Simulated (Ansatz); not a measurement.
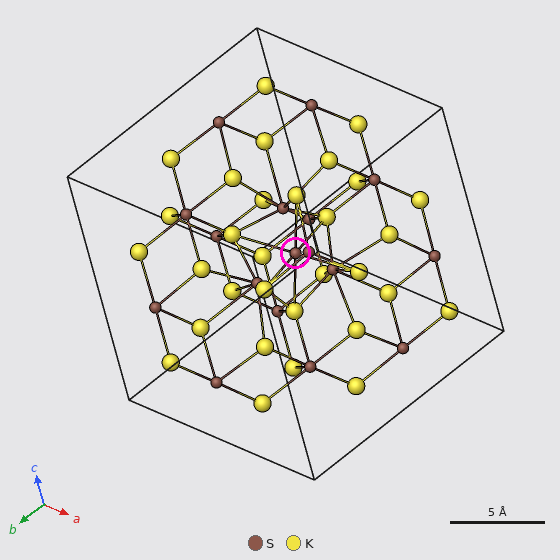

Ball-and-stick model, viewed from a general direction. The wireframe shows the supercell. The host is K₂S, in a cell of 48 sites, and the cell carries a charge of +2. A ring marks the defect's site.

**Name the defect and give its surroundings.**

Sulfur on a potassium site (an antisite). It is bonded to six K in an octahedral arrangement at about 3.8 Å.

Theory: Ansatz 0.2.0, DFT PBE, scalar-relativistic, plane waves, PAW. Numerical settings: E_cut = 420 eV, k-mesh 2×2×2, Gaussian smearing of 0.01 eV, collinear spins.

**Is the defect spin-polarised?**

Yes, 1.0 μB in the cell.

The atoms were relaxed in the host's cell with DFT PBE, scalar-relativistic, plane waves, PAW in Ansatz 0.2.0.
